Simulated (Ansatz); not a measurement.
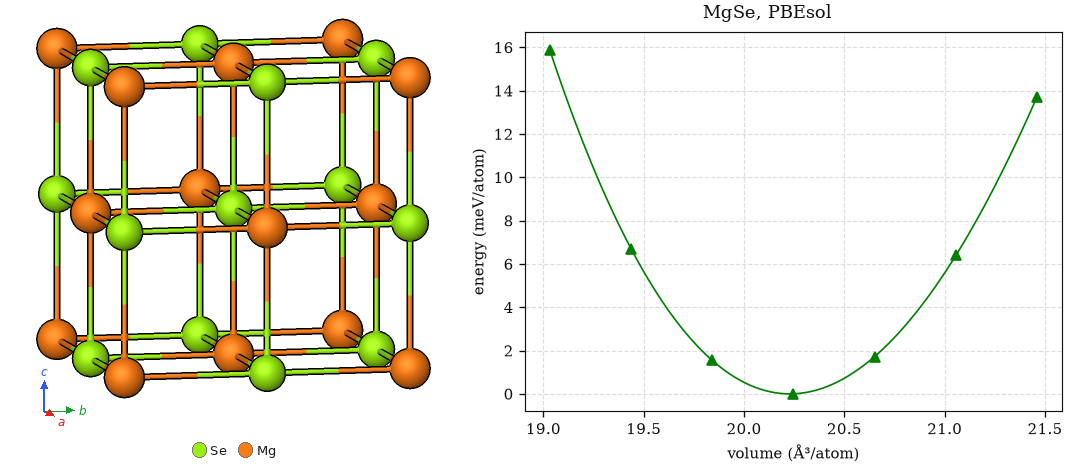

The figure shows the energy against volume for MgSe, space group Fm-3m (No. 225). The conventional cell is drawn beside the plot.

Structure:
```
Se Mg
1.0
     0.00000    2.72550    2.72550
     2.72550    0.00000    2.72550
     2.72550    2.72550    0.00000
Se Mg
1 1
Direct
  0.50000 0.50000 0.50000
  0.00000 0.00000 0.00000
```

How it was computed, with Ansatz 0.2.0: all-electron LAPW DFT, no spin polarisation; energies at scaled volumes of the given cell, shape and fractions fixed, counted from the fit's minimum, third-order Birch-Murnaghan fit. Level: PBEsol.

k mesh 8×8×8; occupations Fermi–Dirac; smearing width 0.05 eV; potentials all electron LAPW, scalar relativistic; program settings basis error eV/atom 0.001.

From this curve and the settings, what does the calculation give for the pressure at the same points?

The pressure falls from 4.48 GPa at volume 19.03 Å³/atom to −3.39 GPa at 21.46 Å³/atom, and changes sign near 20.23 Å³/atom.

```csv
volume (Å³/atom),pressure (GPa)
19.03,4.48
19.44,2.81
19.84,1.31
20.25,-0.05
20.65,-1.28
21.06,-2.39
21.46,-3.39
```
